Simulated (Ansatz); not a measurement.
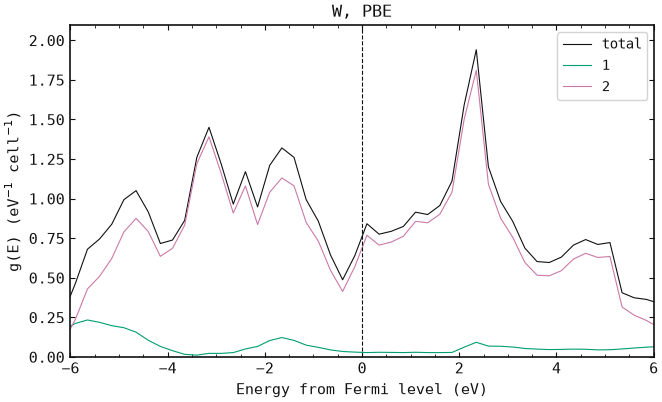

Density of states. Energies are counted from the Fermi level. The partial curves are projected on Löwdin-orthogonalised atomic shells.

Structure: W, space group I4/mmm, 1 atom in the cell, a structure borrowed from another compound.

Computed with Ansatz 0.2.0: DFT with PBE, PAW plane waves, no spin polarisation, 15×15×15 k mesh.

**Assign each number in the legend. The candidates: W 5d, W 6s.**

1 is W 6s; 2 is W 5d.

**What is the density of states at the Fermi level?**

It is a metal. The density of states at the Fermi level is about 0.74 per eV and cell (mean within 0.25 eV).

The structure was built from a prototype or by substitution, so it need not be a known phase. Spin-orbit coupling is left out, which matters for W.
